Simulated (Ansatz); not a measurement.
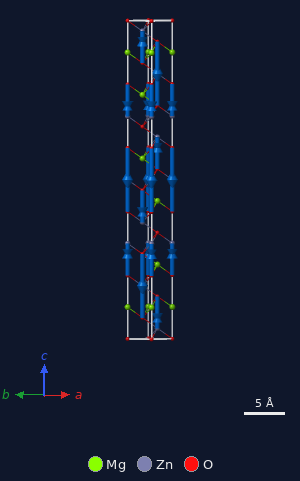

A relaxation of crystalline Mg₂Zn₃O₅ (a generated structure, set up in R-3m) (coarse preliminary run). The starting structure is drawn; blue arrows show the displacements (the part carried along by the change of the cell is left out), 100 times their true length.

Style: ball-and-stick. Shown: the conventional cell (3 times the calculation's cell), from a free direction. Lengths and directions refer to the drawn axes.

Computed with Ansatz 0.2.0, DFT PBE, scalar-relativistic, plane waves, PAW. Settings: plane-wave cutoff 420 eV; k-point mesh 6 × 6 × 6; occupations gaussian; smearing width 0.1 eV; no spin polarisation; cell and atoms relaxed; force threshold 0.04 eV/Å; at most 70 steps.

Atoms of which element are displaced furthest, and by how much?

Answer. Oxygen: up to 0.052 Å, against 0.018 Å for zinc.

What did the optimiser do to the structure, and how much energy did it gain?

Answer. After 5 accepted moves (7 points after the start) the energy has fallen by 195 meV per atom. Largest force component: 0.31 eV/Å at the start, 0.0058 eV/Å at the end. The pressure goes from −21.29 to 0.06 GPa. The SCF was repeated twice at an unchanged geometry on a basis and grid sized afresh for the cell, which shifted the energy by 3.7 meV per atom at most. The largest moves relative to the cell, 0.052 Å, are those of O atoms. By element the largest moves are O 0.052 Å, Zn 0.018 Å, Mg 0.009 Å. The drawn cell changes as follows: a = b 3.267 → 3.046 Å (−6.8 %), c 40.013 → 37.097 Å (−7.3 %); the volume changes by −19.4 %. Among the contacts that change: Mg–O 2.310 → 2.125 Å, O–Zn 2.310 → 2.160 Å. The space group stays R-3m (No. 166). Cost: 65 s on 4 threads of Intel(R) Xeon(R) Processor @ 2.50GHz (Skylake/Cascade Lake), on a shared host, peak memory 0.62 GiB.
